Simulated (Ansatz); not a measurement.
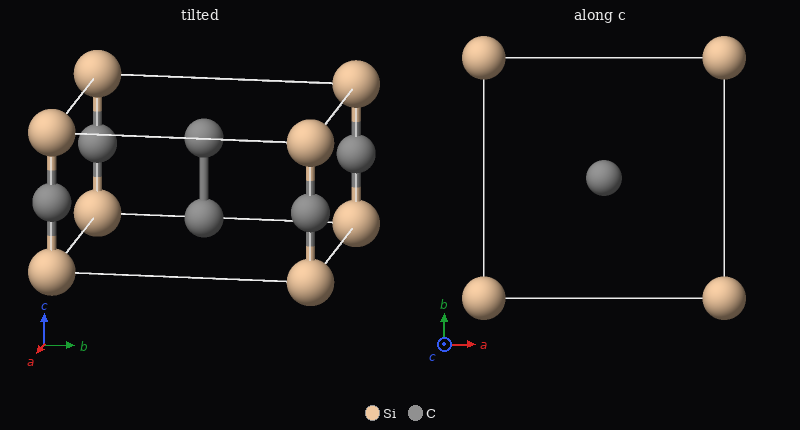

This ball-and-stick model is shown slightly off an axis and along the c axis. The frame is the conventional unit cell; atoms at its boundary are shown with their periodic copies. Cell: a = 5.61 Å, b = 5.61 Å, c = 3.06 Å, α = 90.00°, β = 90.00°, γ = 90.00°.

The structure was taken from a structure type filled with these elements by a generator (whether the compound takes this form wasn't checked). Earlier steps of the study may have refined or changed the cell and positions. It went into a calculation with Ansatz.

Describe the crystal.

The solid is SiC$_{3}$. Space group: P4/mmm (No. 123). Lattice: primitive tetragonal. With Z = 1, the cell contains 1 Si, 3 C. The coordination, counted out to bonding distance, is Si 2 and C 2.

The calculation used Ansatz 0.2.0, DFT PBE, scalar-relativistic, plane waves, PAW, with a basis cut at 420 eV, Brillouin-zone sampling on a 6×6×10 mesh, Gaussian smearing of 0.02 eV, no spin polarisation.

Does it come out as a metal, or with a gap?

A semiconductor at this level, with a gap of 1.15 eV, indirect.

State the Bader charges by element.

Si +2.69 e; C -2.67 to -0.01 e.

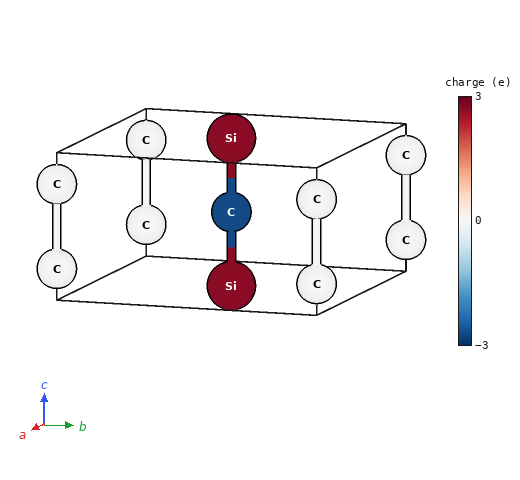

The atoms coloured by those charges. The run's cell of 4 atoms is drawn, so axes and origin can differ from the first picture.

Does the calculation find this structure at rest?

Yes. All forces vanish to within 0.01 eV/Å. The pressure is 0.0 GPa, close to zero.
